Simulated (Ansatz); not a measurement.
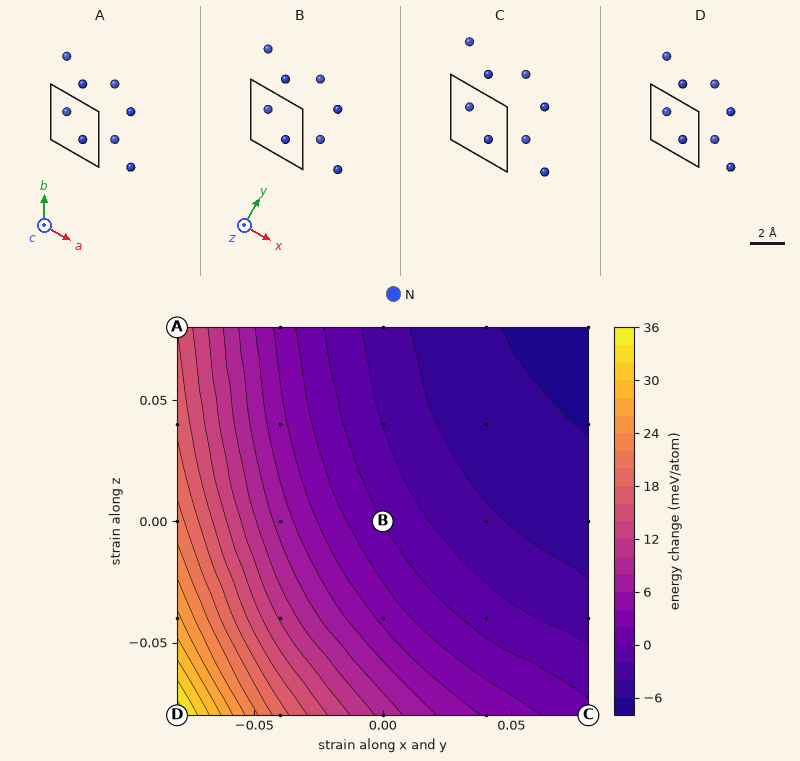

Solid N (P6_3/mmc): the cell is strained equally along x and y and separately along z, with the atoms kept at their fractional coordinates. x, y and z are the Cartesian axes of the input. The map is interpolated between the computed points (dots). The lettered frames are marked on it. Style: ball-and-stick. Shown: the cell of the calculation, repeated 2 × 2 × 1 with one cell outlined, along the c axis.

Theory: Ansatz 0.2.0, DFT r2SCAN, scalar-relativistic, plane waves, PAW. (plane-wave cutoff 500 eV; k-point mesh 6 × 6 × 4; occupations gaussian; smearing width 0.05 eV; collinear spin). Energies (free energies at the smearing named) are counted from the cell as listed in its source, which wasn't relaxed.

> Describe the energy landscape.

In pairs of (strain along x and y; strain along z): the lowest computed point lies at (0.080, 0.080) (−6.5 meV/atom), the highest at (−0.080, −0.080) (35.4 meV/atom). It lies on the edge of the grid, so the true minimum may be outside the range scanned. The pressure runs from 0.0 GPa at (0.080, 0.080) to 1.5 GPa at (−0.080, −0.080). The frames lie at A (−0.080, 0.080): 16.0 meV/atom, B (0.000, 0.000): 0.0 meV/atom, C (0.080, −0.080): 0.6 meV/atom, D (−0.080, −0.080): 35.4 meV/atom.

Limits of the set-up: layers or molecules are held without a dispersion correction, so their spacing is unreliable.
